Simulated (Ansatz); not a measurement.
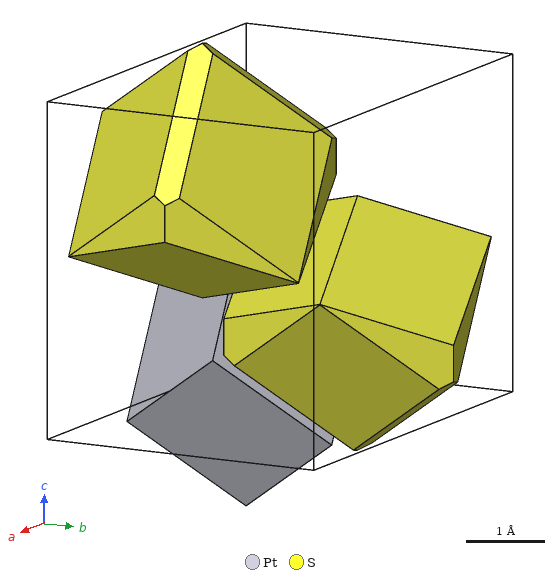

Computed Voronoi cells of the atoms in the unit cell of PtS2 (space group P-3m1 (No. 164), a = 3.572 Å, b = 3.572 Å, c = 4.767 Å, α = 90.00°, β = 90.00°, γ = 120.00°), coloured by the element inside, shrunk a little to part them. Origin: coordinates from a relaxation with DFT PBEsol, scalar-relativistic, plane waves, PAW (Ansatz 0.2.0).

| site | Wyckoff | x | y | z |
| --- | --- | --- | --- | --- |
| Pt | 1a | 0.0000 | 0.0000 | 0.0000 |
| S | 2d | 0.3333 | 0.6667 | 0.2510 |

What share of the volume falls to each element, and how large are the cells?

S: 19.4 Å³ per atom, 74 % of the volume; Pt: 13.9 Å³ per atom, 26 % of the volume. The partition uses no radii, so it reflects positions alone and not ionic sizes.

What shape is the cell of Pt?

Topologically a cube (six four-edged faces); index ⟨0,6,0,0⟩, 6 faces.
